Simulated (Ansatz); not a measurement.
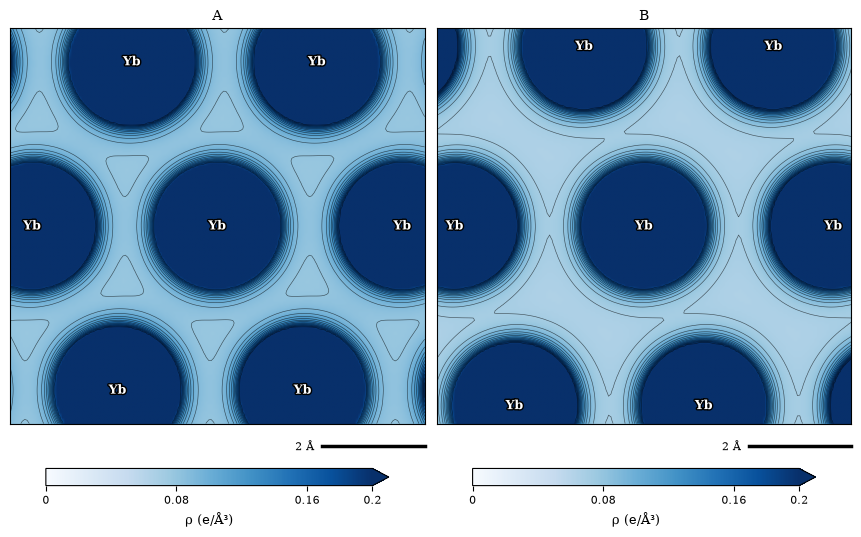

Yb. The valence pseudo-density of two cells that differ in size and shape, on the (010) plane of each (indices in the axes of the calculation cell), at one length scale and on one colour scale; one has 34.2 and the other 38.5 Å³ an atom.

These are results of DFT PBE, scalar-relativistic, plane waves, PAW in Ansatz 0.2.0, not measurements.

In a PAW calculation such maps are meaningful between the atoms, not at the nuclei.

### Which is the denser cell? Describe the effect of the change.

Panel A is the smaller cell, by 11 % in volume. From the larger cell to the smaller, Yb–Yb goes from 3.69 to 3.60 Å, and the density at its midpoint from 0.07 to 0.08 e/Å³; the pressure goes from −1.7 to 0.7 GPa.
